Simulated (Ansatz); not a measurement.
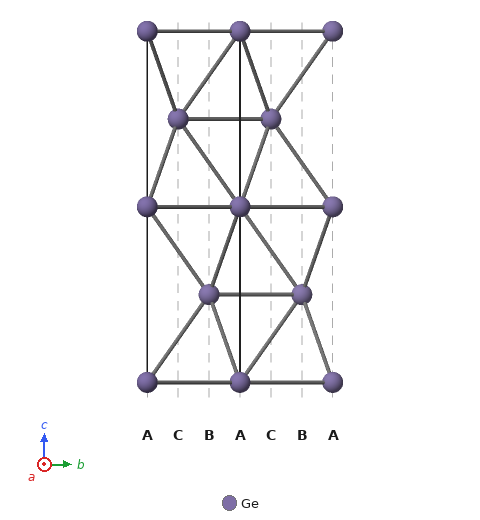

Projection along an edge of the hexagonal mesh, stacking direction c upwards. The dashed lines mark the three columns A (0, 0), B (1/3, 2/3) and C (2/3, 1/3). The sequence starts with the first layer at or above the cell's origin.

Ge: the input geometry of an electronic-structure calculation (not necessarily at equilibrium); the starting structure was generated, so it need not be a known form of this composition.

Question: List the layers of one repeat.

Answer: Ge(A) – Ge(B) – Ge(A) – Ge(C) (four layers in 9.98 Å).

Question: Taking all atoms as equal spheres, what packing is it?

Answer: As equal spheres, ABAC: a mixed close packing, (ch) in Jagodzinski's notation.

Question: What short polytype symbol fits?

Answer: Polytype symbol 4H, Ramsdell's symbol (number of layers in the repeat and lattice).

Heights of the layers:

```json
{"layer": "1", "atoms (column)": "Ge(A)", "height (Å)": "0.00", "to next (Å)": "2.50"}
{"layer": "2", "atoms (column)": "Ge(B)", "height (Å)": "2.50", "to next (Å)": "2.50"}
{"layer": "3", "atoms (column)": "Ge(A)", "height (Å)": "4.99", "to next (Å)": "2.50"}
{"layer": "4", "atoms (column)": "Ge(C)", "height (Å)": "7.49", "to next (Å)": "2.50"}
```
